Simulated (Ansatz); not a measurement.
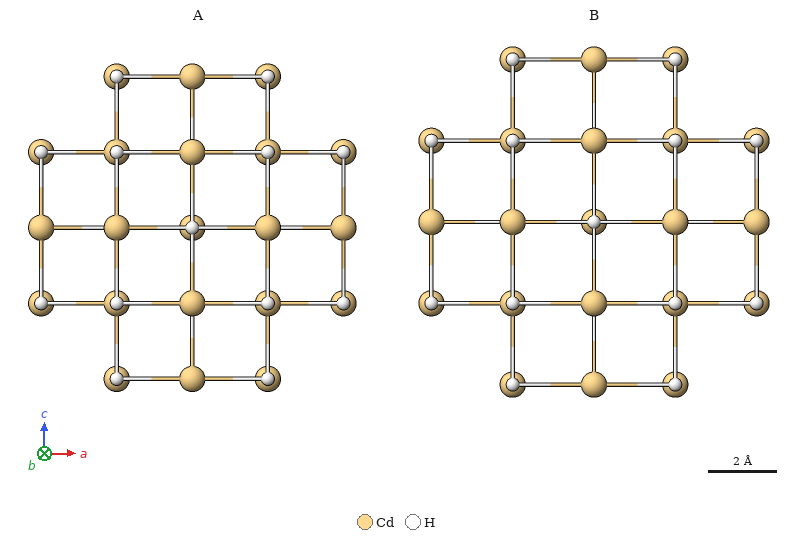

Two geometries of a crystal of CdH (set up in Fm-3m) (coarse preliminary run), drawn at one scale. One is the start of a relaxation, the other its converged end. A ball-and-stick model of the conventional cell (4 times the calculation's cell), seen along the b axis. Lengths and directions refer to the drawn axes.

Method: DFT PBE, scalar-relativistic, plane waves, PAW (Ansatz). (plane-wave cutoff 420 eV; k-point mesh 8 × 8 × 8; occupations gaussian; smearing width 0.1 eV; no spin polarisation; cell and atoms relaxed; force threshold 0.0325 eV/Å; at most 70 steps)

> Which one is relaxed?

Structure B is the relaxed one. Case: 1 H put on empty site 1 of 1 host cells, relaxed. After 3 accepted moves (4 points after the start) the energy has fallen by 105 meV per atom. All forces vanish by symmetry, so only the cell relaxes. The pressure goes from 14.74 to 0.08 GPa. At 1 point the geometry stayed and the basis and grid were re-selected for the new cell (energy shift of 2.7 meV per atom at most each time). No atom moves by more than 0.005 Å relative to the cell. Cell: a = b = c 4.500 → 4.839 Å (+7.5 %). Volume +24.4 %. Near-neighbour distances that change, for instance: Cd–H 2.250 → 2.420 Å. The space group stays Fm-3m (No. 225). Cost: 2 s on 2 threads of Arm Neoverse V2, on a shared host, peak memory 0.28 GiB.
